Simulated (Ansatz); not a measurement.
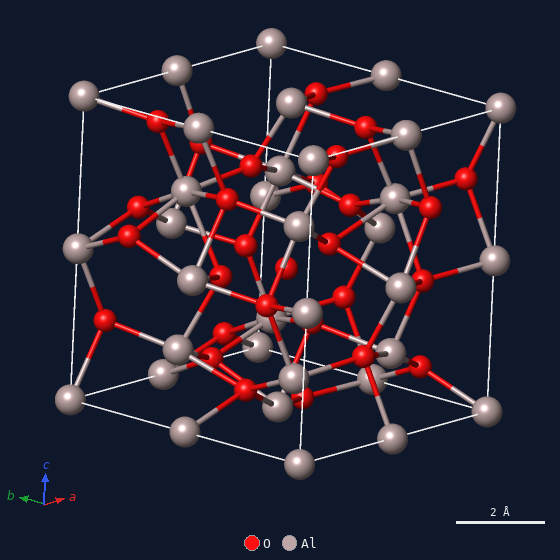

The crystal in a ball-and-stick representation, seen from a general direction. The lines enclose the supercell; boundary atoms appear with their images. The host is Al$_{2}$O$_{3}$, in a cell of 40 sites, and the cell carries a charge of +2.

Where does the cell differ from the host, and how?

Oxygen on an aluminium site (an antisite). It is bonded to no bonds drawn. Not all metal-metal contacts are counted.

Method used: DFT PBEsol, scalar-relativistic, plane waves, PAW in Ansatz 0.2.0. It ran with a kinetic-energy cutoff of 420 eV, 2×2×2 k-mesh, Gaussian smearing of 0.01 eV, collinear spins.

Does the defective cell carry a moment?

Yes, 1.0 μB in the cell.

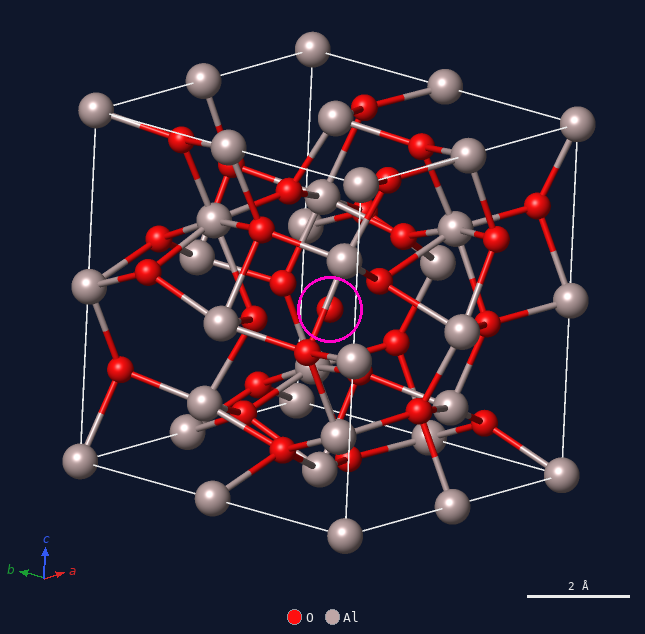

The same cell with a ring at the defect's site.

The atoms were relaxed in the host's cell with DFT PBEsol, scalar-relativistic, plane waves, PAW (Ansatz 0.2.0).
